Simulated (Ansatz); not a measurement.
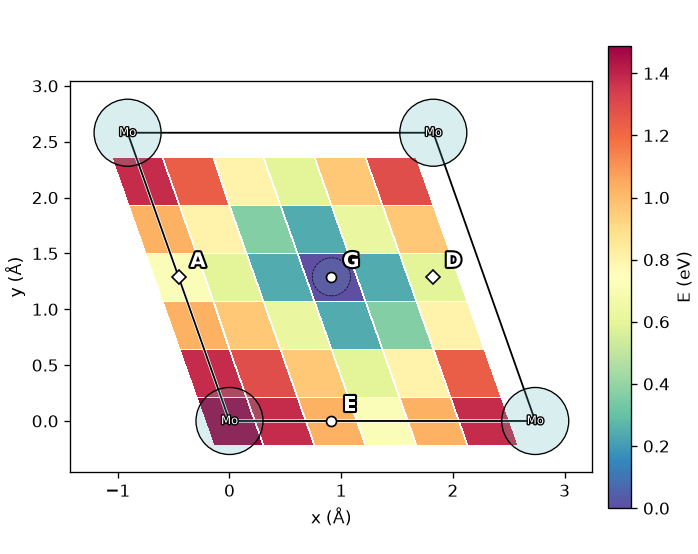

Si on a Mo(110) slab cut from the Im-3m phase, its upper half relaxed before the scan (12 atoms of substrate and one adsorbate in a 2 × 2 cell). Si is moved over the surface cell; relaxed at each place: the height of the adsorbate's atoms; substrate rigid; the origin of the map has the adsorbate above Mo9. Places are given modulo a cell vector. The map is drawn in real space over the plane of the surface. Grid: 6 × 6 points; 13 points were computed and 23 follow by symmetry. Places are given in fractions of the 1 × 1 surface cell. Energies: eV, counted from the lowest grid point. These are results of DFT PBE, scalar-relativistic, plane waves, PAW in Ansatz 0.2.0, not measurements. Settings: cutoff 420 eV, k-mesh 5×5×1, gaussian smearing 0.1 eV, no spin polarisation.

Drawn: one coloured cell a grid point, labelled circles for the atoms of the top layer and small ones for the second layer, the outline of one cell of the plane, lettered points.

What kind of point is each of A, E, G: minimum, saddle, maximum or slope?

Answer. A: saddle point; E: on a slope; G: minimum. (In these two coordinates alone; a stationary point may lie a little off the grid point.)

Rank the lettered points by energy, lowest first.

Answer. G (0.00 eV), D (0.59 eV), A (0.71 eV), E (1.03 eV).
